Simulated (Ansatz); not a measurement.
**ScAl$_{14}$N$_{16}$ (cell with a defect): density, localisation and related maps**

```yaml
crystal:
  lattice:
    - [-4.40317, -4.40317, 4.40317]
    - [4.40317, -4.40317, -4.40317]
    - [4.40317, 4.40317, 4.40317]
  atoms:
    - { symbol: Sc, position: [0.00870, 0.00000, 0.99699] }
    - { symbol: Al, position: [0.50127, 0.75128, 0.74966] }
    - { symbol: Al, position: [0.25153, 0.74685, 0.00640] }
    - { symbol: Al, position: [0.99375, 0.74307, 0.24889] }
    - { symbol: Al, position: [0.74721, 0.00000, 0.24963] }
    - { symbol: Al, position: [0.50145, 0.00000, 0.50343] }
    - { symbol: Al, position: [0.00023, 0.25486, 0.74474] }
    - { symbol: Al, position: [0.74760, 0.49524, 0.74924] }
    - { symbol: Al, position: [0.49585, 0.50020, 0.99671] }
    - { symbol: Al, position: [0.25236, 0.50476, 0.25400] }
    - { symbol: Al, position: [0.99565, 0.49980, 0.49652] }
    - { symbol: Al, position: [0.74537, 0.74514, 0.48988] }
    - { symbol: Al, position: [0.74999, 0.24872, 0.99839] }
    - { symbol: Al, position: [0.50468, 0.25315, 0.25955] }
    - { symbol: Al, position: [0.25068, 0.25693, 0.50581] }
    - { symbol: N, position: [0.24817, 0.71887, 0.75168] }
    - { symbol: N, position: [0.99838, 0.72923, 0.99904] }
    - { symbol: N, position: [0.50149, 0.50119, 0.75240] }
    - { symbol: N, position: [0.24924, 0.49611, 0.00093] }
    - { symbol: N, position: [0.00029, 0.49881, 0.25121] }
    - { symbol: N, position: [0.74565, 0.74820, 0.24386] }
    - { symbol: N, position: [0.50056, 0.75234, 0.50143] }
    - { symbol: N, position: [0.97989, 0.00000, 0.72476] }
    - { symbol: N, position: [0.74822, 0.24766, 0.74909] }
    - { symbol: N, position: [0.52931, 0.28113, 0.03282] }
    - { symbol: N, position: [0.26915, 0.27077, 0.26981] }
    - { symbol: N, position: [0.99745, 0.25180, 0.49566] }
    - { symbol: N, position: [0.75313, 0.50389, 0.50482] }
    - { symbol: N, position: [0.73794, 0.00000, 0.99985] }
    - { symbol: N, position: [0.49863, 0.00000, 0.25227] }
    - { symbol: N, position: [0.24618, 0.00000, 0.47054] }
```

Spin-polarised.

These are results of Ansatz, DFT PBE, scalar-relativistic, plane waves, PAW, not measurements.

Core electrons are frozen (PAW), and the valence fields are smoothed inside the atomic spheres.

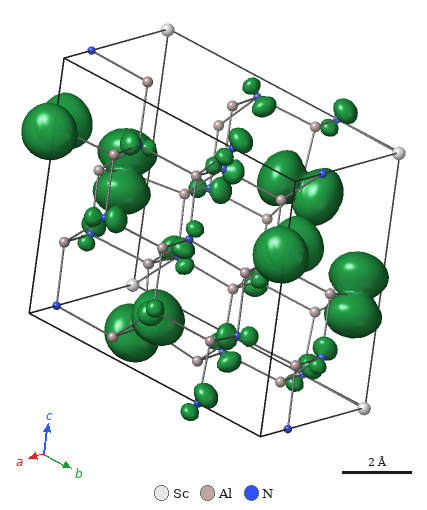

Figure 1. Isosurfaces of the magnetisation density (up minus down) at +0.03 (green) and −0.03 e/Å³ (red), seen slightly off an axis. Sticks mark near contacts.

**Where is the spin, and how is it ordered?**

The spin density sits on N: +0.4 μB (×4) in one cell of 31 atoms: parallel moments (a ferromagnetic arrangement) in this solution. The cell of the calculation (31 atoms) carries 3.0 μB of net spin moment. Only one sign reaches the isovalue.

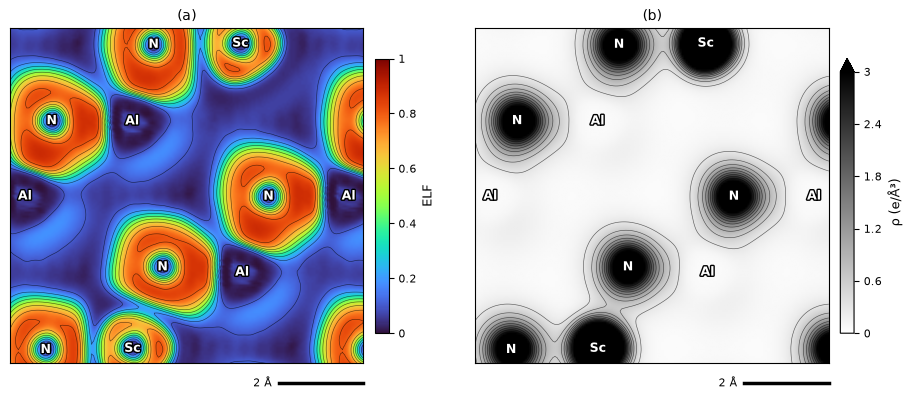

Figure 2. (a) ELF; (b) valence electron density on the (101̄) plane of the calculation cell.

**What does the map show?**

The section cuts through Sc, Al and N sites.
Al–N (1.87 Å): the density is about 0.69 e/Å³ at the midpoint; the ELF peaks at about 0.85 in the valence shell of N, 0.8 Å from its nucleus, and is about 0.85 at the midpoint.
Al–N (1.89 Å): ρ is about 0.68 e/Å³ halfway; the ELF peaks at about 0.90 in the valence shell of N, 0.8 Å from its nucleus, and is about 0.85 at the midpoint.
Sc–N (2.05 Å): ρ is about 0.65 e/Å³ halfway; the ELF peaks at about 0.85 in the valence shell of N, 0.6 Å from its nucleus, and is about 0.25 at the midpoint (no shared electron pair shows on this line).
Between the atoms the lowest density in this plane is 0.05 e/Å³.
The features right at Sc lie inside the PAW spheres, where the map follows smoothed inner orbitals and isn't to be read closely.

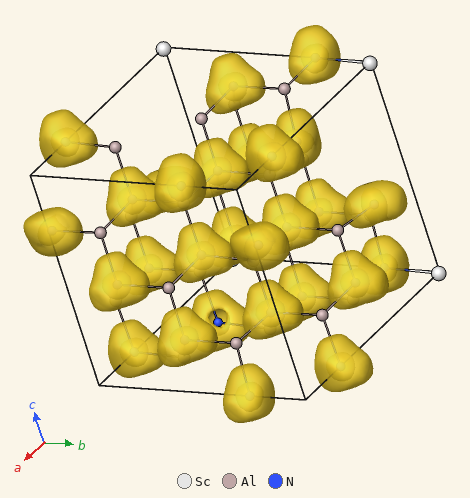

Figure 3. Isosurface of the ELF at 0.75 (yellow), seen at an oblique angle. Core shells and regions of very low density are left out. Sticks mark near contacts.

**Identify the bonds, lone pairs and shells in this picture.**

The surface consists of 16 regions on N in which the atom's valence shell and bonds are merged, counted in one cell of 31 atoms. Any copies at cell faces, edges or corners count once.


Al–N (1.85 Å): the ELF peaks at about 0.90 between the atoms: a polar covalent bond. Sc–N (2.01 Å): the ELF peaks at about 0.85 in the valence shell of N, 0.6 Å from its nucleus, and is about 0.25 at the midpoint (no localised pair shows between them).

**Does the calculation give a band gap?**

It is gapped, with a Kohn–Sham gap of 0.65 eV on the k-point mesh, an upper bound to the gap of this method.
